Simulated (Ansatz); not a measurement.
Input file:

```
crystal:
  lattice:
    - [2.659821623, 0.0, 0.0]
    - [0.0, 2.659821623, 0.0]
    - [0.0, 0.0, 2.659821623]
  atoms:
    - { symbol: Mg, position: [0.0, 0.0, 0.0] }
    - { symbol: O, position: [0.5, 0.5, 0.5] }
kpoints:
  mp_grid: { grid: [8, 8, 8] }
hamiltonian:
  xc: r2scan
scf:
  occupations: { method: fermi_dirac, width: 0.02 }
relax:
  f_tol: 0.005
  cell: {}
output:
  write_density: true
  write_potential: true
  elf: true
  volumetric_format: npy
```

Command:

```sh
ansatz run input.yaml --threads 4 --pin off --max-ram 7372MiB --backend cpu --events-out ev --progress --plain --runs-dir out
```

Below, planes, directions and counts refer to the conventional cell (a = 2.62 Å, b = 2.62 Å, c = 2.62 Å, α = 90.00°, β = 90.00°, γ = 90.00°).

The fields are those of the relaxed geometry.

Space group Pm-3m; started from the CsCl prototype, which need not be the ambient phase.

Theory: DFT, r2SCAN, plane waves, PAW (Ansatz 0.2.0).

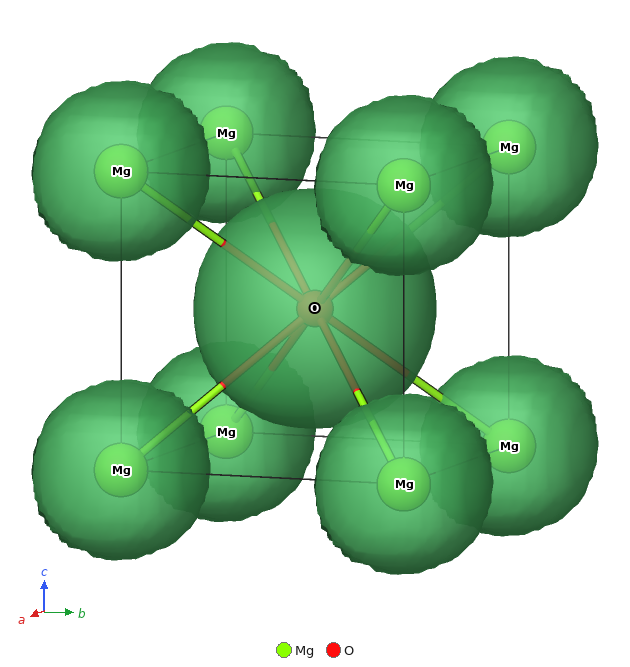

MgO. Isosurface of the valence charge density (pseudo) at 0.3 e/Å³ (green), seen slightly off an axis. Sticks mark near contacts.

How is the density connected at this value?

Answer. At this value the density breaks into separate islands; it holds about 90 % of the electrons treated as valence (semicore included). It bridges none of the near contacts. It is pinched off along the shortest Mg–O (2.27 Å) contacts. On the grid the lowest density along these lines, outside the cores, is 0.2 e/Å³ (Mg–O, 2.27 Å).

Does the calculation give a band gap?

Answer. It is gapped, with a Kohn–Sham gap of 3.5 eV on the k-point mesh, an upper bound to the gap of this method.
